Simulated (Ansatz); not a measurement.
Geometry relaxation of BaTiO3 (part 3 of 3)

The same run, continued: BaTiO3 (P4mm, 10 atoms in the cell); DFT with PBE, PAW plane waves, Ueff = 2.66 eV on Ti d, spin-polarised (Ansatz 0.2.0); cutoff 420 eV, 5×5×5 k-mesh, cold smearing of 0.0286 eV, collinear spins. The structure derives from an entry of the Crystallography Open Database.

Geometry of the input (Å; fractional positions):
```
3.9964  3.9964  0.0000
0.0000  3.9964  4.0197
3.9964  0.0000  4.0197
Ba 0.0000  0.0000  0.0000
Ba 0.5000  0.5000  0.5000
Ti 0.2490  0.2510  0.2510
Ti 0.7490  0.7510  0.7510
O  0.0077  0.4923  0.4923
O  0.5077  0.9923  0.9923
O  0.4935  0.5065  0.0065
O  0.9935  0.0065  0.5065
O  0.4935  0.0065  0.5065
O  0.9935  0.5065  0.0065
```

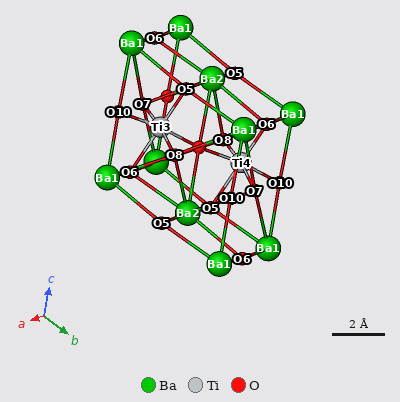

**Figure 1.** The geometry at step 8 of the log (ball-and-stick view of the reduced cell, seen slightly off an axis; atoms are numbered from 1 in the order of the input).

**Trajectory as extended XYZ (Å, eV, eV/Å), 14 frames, from step=1 to step=14**
```
10
Lattice="3.9964 3.9964 0.0000 0.0000 3.9964 4.0197 3.9964 0.0000 4.0197" Properties=species:S:1:pos:R:3:forces:R:3 step=1 energy=-20314.36763 pressure_GPa=3.10
Ba    0.0000    0.0000    0.0000    0.0000   0.0000   0.0080
Ba    3.9964    3.9964    4.0197    0.0000   0.0000   0.0080
Ti    1.9982    1.9982    2.0183    0.0000   0.0000   0.3439
Ti    5.9945    5.9945    6.0381    0.0000   0.0000   0.3439
O     1.9982    1.9982    3.9582    0.0000   0.0000   0.7879
O     5.9945    5.9945    7.9780    0.0000   0.0000   0.7879
O     1.9982    3.9964    2.0621    0.0000   0.0000  -0.5699
O     5.9945    3.9964    2.0621    0.0000   0.0000  -0.5699
O     3.9964    1.9982    2.0621    0.0000   0.0000  -0.5699
O     3.9964    5.9945    2.0621    0.0000   0.0000  -0.5699
10
Lattice="4.0274 4.0274 0.0000 0.0000 4.0274 4.0349 4.0274 0.0000 4.0349" Properties=species:S:1:pos:R:3:forces:R:3 step=2 energy=-20314.44936 pressure_GPa=-0.43
Ba    0.0000    0.0000   -0.0347    0.0000   0.0000   0.4305
Ba    4.0274    4.0274    4.0001    0.0000   0.0000   0.4305
Ti    2.0137    2.0137    2.0844    0.0000   0.0000  -0.1911
Ti    6.0410    6.0410    6.1192    0.0000   0.0000  -0.1911
O     2.0137    2.0137    4.0466    0.0000   0.0000  -0.4013
O     6.0410    6.0410    8.0815    0.0000   0.0000  -0.4013
O     2.0137    4.0274    2.0213    0.0000   0.0000   0.0809
O     6.0410    4.0274    2.0213    0.0000   0.0000   0.0809
O     4.0274    2.0137    2.0213    0.0000   0.0000   0.0809
O     4.0274    6.0410    2.0213    0.0000   0.0000   0.0809
10
Lattice="4.0315 4.0315 0.0000 0.0000 4.0315 4.0365 4.0315 0.0000 4.0365" Properties=species:S:1:pos:R:3:forces:R:3 step=3 energy=-20314.41974 pressure_GPa=-0.49 accepted=F
Ba    0.0000    0.0000    0.1116    0.0000   0.0000  -0.5745
Ba    4.0315    4.0315    4.1481    0.0000   0.0000  -0.5745
Ti    2.0157    2.0157    2.0504    0.0000   0.0000   0.4063
Ti    6.0472    6.0472    6.0870    0.0000   0.0000   0.4063
O     2.0157    2.0157    4.0143    0.0000   0.0000  -0.2168
O     6.0472    6.0472    8.0508    0.0000   0.0000  -0.2168
O     2.0157    4.0315    1.9833    0.0000   0.0000   0.1925
O     6.0472    4.0315    1.9833    0.0000   0.0000   0.1925
O     4.0315    2.0157    1.9833    0.0000   0.0000   0.1925
O     4.0315    6.0472    1.9833    0.0000   0.0000   0.1925
10
Lattice="4.0313 4.0313 0.0000 0.0000 4.0313 4.0112 4.0313 0.0000 4.0112" Properties=species:S:1:pos:R:3:forces:R:3 step=4 energy=-20314.49172 pressure_GPa=0.43
Ba    0.0000    0.0000    0.0333    0.0000   0.0000  -0.0484
Ba    4.0313    4.0313    4.0445    0.0000   0.0000  -0.0484
Ti    2.0156    2.0156    2.0589    0.0000   0.0000   0.1432
Ti    6.0469    6.0469    6.0702    0.0000   0.0000   0.1432
O     2.0156    2.0156    3.9826    0.0000   0.0000  -0.0263
O     6.0469    6.0469    7.9939    0.0000   0.0000  -0.0263
O     2.0156    4.0313    2.0023    0.0000   0.0000  -0.0342
O     6.0469    4.0313    2.0023    0.0000   0.0000  -0.0342
O     4.0313    2.0156    2.0023    0.0000   0.0000  -0.0342
O     4.0313    6.0469    2.0023    0.0000   0.0000  -0.0342
10
Lattice="4.0277 4.0277 0.0000 0.0000 4.0277 4.0313 4.0277 0.0000 4.0313" Properties=species:S:1:pos:R:3:forces:R:3 step=5 energy=-20314.49596 pressure_GPa=-0.12
Ba    0.0000    0.0000    0.0304    0.0000   0.0000  -0.0152
Ba    4.0277    4.0277    4.0617    0.0000   0.0000  -0.0152
Ti    2.0139    2.0139    2.0729    0.0000   0.0000   0.1586
Ti    6.0416    6.0416    6.1043    0.0000   0.0000   0.1586
O     2.0139    2.0139    4.0039    0.0000   0.0000  -0.1044
O     6.0416    6.0416    8.0353    0.0000   0.0000  -0.1044
O     2.0139    4.0277    2.0113    0.0000   0.0000  -0.0195
O     6.0416    4.0277    2.0113    0.0000   0.0000  -0.0195
O     4.0277    2.0139    2.0113    0.0000   0.0000  -0.0195
O     4.0277    6.0416    2.0113    0.0000   0.0000  -0.0195
10
Lattice="4.0206 4.0206 0.0000 0.0000 4.0206 4.0523 4.0206 0.0000 4.0523" Properties=species:S:1:pos:R:3:forces:R:3 step=6 energy=-20314.50644 pressure_GPa=-0.04
Ba    0.0000    0.0000    0.0380    0.0000   0.0000  -0.0113
Ba    4.0206    4.0206    4.0904    0.0000   0.0000  -0.0113
Ti    2.0103    2.0103    2.1017    0.0000   0.0000   0.1796
Ti    6.0309    6.0309    6.1540    0.0000   0.0000   0.1796
O     2.0103    2.0103    4.0114    0.0000   0.0000  -0.1384
O     6.0309    6.0309    8.0637    0.0000   0.0000  -0.1384
O     2.0103    4.0206    2.0158    0.0000   0.0000  -0.0148
O     6.0309    4.0206    2.0158    0.0000   0.0000  -0.0148
O     4.0206    2.0103    2.0158    0.0000   0.0000  -0.0148
O     4.0206    6.0309    2.0158    0.0000   0.0000  -0.0148
10
Lattice="3.9711 3.9711 0.0000 0.0000 3.9711 4.2426 3.9711 0.0000 4.2426" Properties=species:S:1:pos:R:3:forces:R:3 step=7 energy=-20313.64638 pressure_GPa=8.50 accepted=F
Ba    0.0000    0.0000    0.1292    0.0000   0.0000   0.3928
Ba    3.9711    3.9711    4.3718    0.0000   0.0000   0.3928
Ti    1.9856    1.9856    2.4065    0.0000   0.0000  -5.8032
Ti    5.9567    5.9567    6.6491    0.0000   0.0000  -5.8032
O     1.9856    1.9856    4.0338    0.0000   0.0000   4.8155
O     5.9567    5.9567    8.2764    0.0000   0.0000   4.8155
O     1.9856    3.9711    2.0457    0.0000   0.0000   0.2974
O     5.9567    3.9711    2.0457    0.0000   0.0000   0.2974
O     3.9711    1.9856    2.0457    0.0000   0.0000   0.2974
O     3.9711    5.9567    2.0457    0.0000   0.0000   0.2974
10
Lattice="4.0112 4.0112 0.0000 0.0000 4.0112 4.1013 4.0112 0.0000 4.1013" Properties=species:S:1:pos:R:3:forces:R:3 step=8 energy=-20314.51795 pressure_GPa=-0.39
Ba    0.0000    0.0000    0.0547    0.0000   0.0000  -0.0211
Ba    4.0112    4.0112    4.1560    0.0000   0.0000  -0.0211
Ti    2.0056    2.0056    2.1542    0.0000   0.0000   0.2090
Ti    6.0168    6.0168    6.2555    0.0000   0.0000   0.2090
O     2.0056    2.0056    4.0343    0.0000   0.0000  -0.1521
O     6.0168    6.0168    8.1357    0.0000   0.0000  -0.1521
O     2.0056    4.0112    2.0313    0.0000   0.0000  -0.0179
O     6.0168    4.0112    2.0313    0.0000   0.0000  -0.0179
O     4.0112    2.0056    2.0313    0.0000   0.0000  -0.0179
O     4.0112    6.0168    2.0313    0.0000   0.0000  -0.0179
10
Lattice="4.0069 4.0069 0.0000 0.0000 4.0069 4.1241 4.0069 0.0000 4.1241" Properties=species:S:1:pos:R:3:forces:R:3 step=9 energy=-20314.52450 pressure_GPa=0.07
Ba    0.0000    0.0000    0.0666    0.0000   0.0000   0.0072
Ba    4.0069    4.0069    4.1907    0.0000   0.0000   0.0072
Ti    2.0034    2.0034    2.1938    0.0000   0.0000  -0.0293
Ti    6.0103    6.0103    6.3178    0.0000   0.0000  -0.0293
O     2.0034    2.0034    4.0354    0.0000   0.0000   0.0053
O     6.0103    6.0103    8.1595    0.0000   0.0000   0.0053
O     2.0034    4.0069    2.0336    0.0000   0.0000   0.0085
O     6.0103    4.0069    2.0336    0.0000   0.0000   0.0085
O     4.0069    2.0034    2.0336    0.0000   0.0000   0.0085
O     4.0069    6.0103    2.0336    0.0000   0.0000   0.0085
10
Lattice="4.0046 4.0046 0.0000 0.0000 4.0046 4.1335 4.0046 0.0000 4.1335" Properties=species:S:1:pos:R:3:forces:R:3 step=10 energy=-20314.52418 pressure_GPa=-0.02
Ba    0.0000    0.0000    0.0693    0.0000   0.0000  -0.0034
Ba    4.0046    4.0046    4.2028    0.0000   0.0000  -0.0034
Ti    2.0023    2.0023    2.1992    0.0000   0.0000   0.0094
Ti    6.0069    6.0069    6.3327    0.0000   0.0000   0.0094
O     2.0023    2.0023    4.0414    0.0000   0.0000   0.0026
O     6.0069    6.0069    8.1749    0.0000   0.0000   0.0026
O     2.0023    4.0046    2.0385    0.0000   0.0000  -0.0043
O     6.0069    4.0046    2.0385    0.0000   0.0000  -0.0043
O     4.0046    2.0023    2.0385    0.0000   0.0000  -0.0043
O     4.0046    6.0069    2.0385    0.0000   0.0000  -0.0043
10
Lattice="4.0047 4.0047 0.0000 0.0000 4.0047 4.1322 4.0047 0.0000 4.1322" Properties=species:S:1:pos:R:3:forces:R:3 step=11 energy=-20314.52431 pressure_GPa=0.00
Ba    0.0000    0.0000    0.0685    0.0000   0.0000   0.0020
Ba    4.0047    4.0047    4.2007    0.0000   0.0000   0.0020
Ti    2.0023    2.0023    2.1988    0.0000   0.0000  -0.0010
Ti    6.0070    6.0070    6.3310    0.0000   0.0000  -0.0010
O     2.0023    2.0023    4.0410    0.0000   0.0000  -0.0030
O     6.0070    6.0070    8.1733    0.0000   0.0000  -0.0030
O     2.0023    4.0047    2.0376    0.0000   0.0000   0.0010
O     6.0070    4.0047    2.0376    0.0000   0.0000   0.0010
O     4.0047    2.0023    2.0376    0.0000   0.0000   0.0010
O     4.0047    6.0070    2.0376    0.0000   0.0000   0.0010
10
Lattice="4.0047 4.0047 0.0000 0.0000 4.0047 4.1322 4.0047 0.0000 4.1322" Properties=species:S:1:pos:R:3:forces:R:3 step=12 energy=-20314.54249 pressure_GPa=0.24
Ba    0.0000    0.0000    0.0685    0.0000   0.0000   0.0021
Ba    4.0047    4.0047    4.2007    0.0000   0.0000   0.0021
Ti    2.0023    2.0023    2.1988    0.0000   0.0000  -0.0008
Ti    6.0070    6.0070    6.3310    0.0000   0.0000  -0.0008
O     2.0023    2.0023    4.0410    0.0000   0.0000  -0.0035
O     6.0070    6.0070    8.1733    0.0000   0.0000  -0.0035
O     2.0023    4.0047    2.0376    0.0000   0.0000   0.0011
O     6.0070    4.0047    2.0376    0.0000   0.0000   0.0011
O     4.0047    2.0023    2.0376    0.0000   0.0000   0.0011
O     4.0047    6.0070    2.0376    0.0000   0.0000   0.0011
10
Lattice="4.0034 4.0034 0.0000 0.0000 4.0034 4.1497 4.0034 0.0000 4.1497" Properties=species:S:1:pos:R:3:forces:R:3 step=13 energy=-20314.54164 pressure_GPa=-0.03
Ba    0.0000    0.0000    0.0739    0.0000   0.0000  -0.0025
Ba    4.0034    4.0034    4.2237    0.0000   0.0000  -0.0025
Ti    2.0017    2.0017    2.2130    0.0000   0.0000   0.0088
Ti    6.0051    6.0051    6.3627    0.0000   0.0000   0.0088
O     2.0017    2.0017    4.0516    0.0000   0.0000  -0.0035
O     6.0051    6.0051    8.2014    0.0000   0.0000  -0.0035
O     2.0017    4.0034    2.0444    0.0000   0.0000  -0.0014
O     6.0051    4.0034    2.0444    0.0000   0.0000  -0.0014
O     4.0034    2.0017    2.0444    0.0000   0.0000  -0.0014
O     4.0034    6.0051    2.0444    0.0000   0.0000  -0.0014
10
Lattice="4.0034 4.0034 0.0000 0.0000 4.0034 4.1497 4.0034 0.0000 4.1497" Properties=species:S:1:pos:R:3:forces:R:3 step=14 energy=-20314.54370 pressure_GPa=-0.02
Ba    0.0000    0.0000    0.0739    0.0000   0.0000  -0.0026
Ba    4.0034    4.0034    4.2237    0.0000   0.0000  -0.0026
Ti    2.0017    2.0017    2.2130    0.0000   0.0000   0.0089
Ti    6.0051    6.0051    6.3627    0.0000   0.0000   0.0089
O     2.0017    2.0017    4.0516    0.0000   0.0000  -0.0035
O     6.0051    6.0051    8.2014    0.0000   0.0000  -0.0035
O     2.0017    4.0034    2.0444    0.0000   0.0000  -0.0014
O     6.0051    4.0034    2.0444    0.0000   0.0000  -0.0014
O     4.0034    2.0017    2.0444    0.0000   0.0000  -0.0014
O     4.0034    6.0051    2.0444    0.0000   0.0000  -0.0014
```

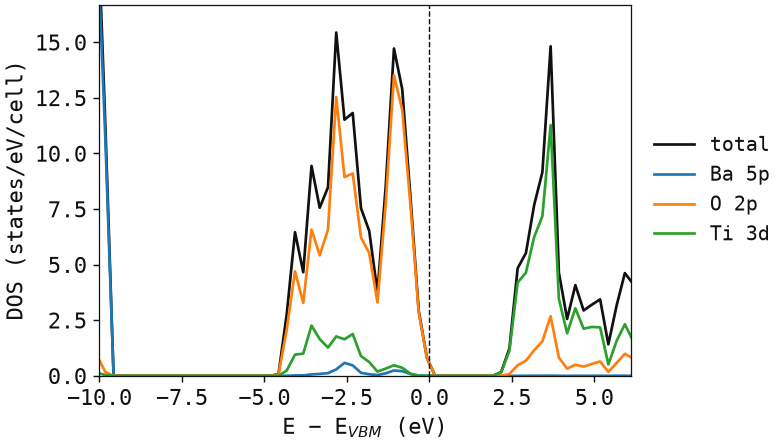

**Figure 2.** Density of states (projected on Löwdin-orthogonalised atomic shells), with energies from the valence-band top. There is a gap of 2.11 eV on the k-point mesh.

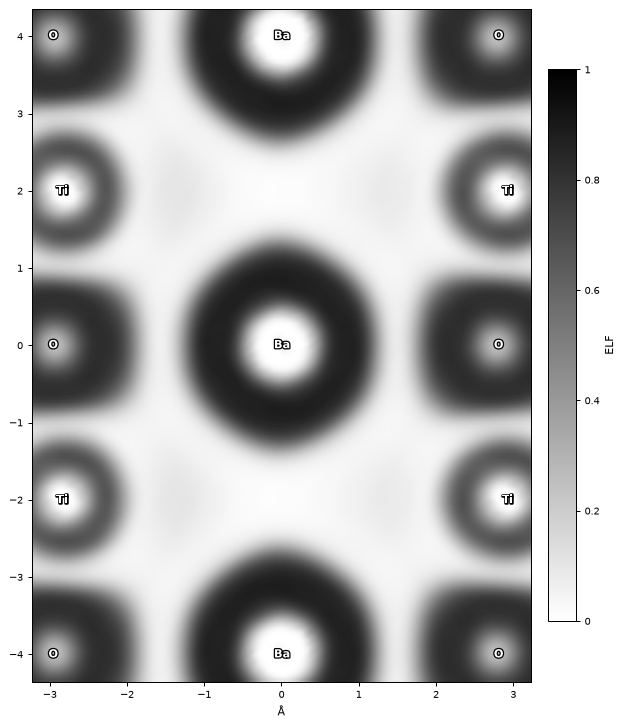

**Figure 3.** Electron localisation function on the (11̄0) plane of the calculation cell. Atoms in the plane: Ba, Ti and O. Ba–O (2.81 Å): the ELF is about 0.15 at the midpoint (a largely ionic contact). Ti–O (2.01 Å): the ELF is about 0.20 at the midpoint. Ba–O (2.96 Å): the ELF is about 0.10 at the midpoint, which marks a contact without a shared pair. The strong features right at Ba and Ti lie inside the PAW spheres (semicore, d or f shells) and say nothing about bonding. In a PAW calculation such maps are meaningful between the atoms, not at the nuclei.

**Summary**

- outcome: converged
- space group (tolerance 0.01 Å): P4mm (99)
- electrons treated: 80
- free energy: −20314.5437 eV
- Fermi energy: 11.147 eV
- gap on the k-point mesh: 2.11 eV
- net moment of the cell: 0.00 μB
- integrated absolute moment: 0.00 μB
- pressure: −0.02 GPa
- final volume: 133.02 Å³
- largest force (length of the vector) at the end: 0.009 eV/Å
- final cell: a = 5.662 Å, b = 5.766 Å, c = 5.766 Å, α = 58.81°, β = 60.60°, γ = 60.60°
- wall time: 3 min (CPU time 5.9 min)
- peak memory: 0.59 GiB

**Remarks**

Warnings of the run: spin is on but no starting moments are given.
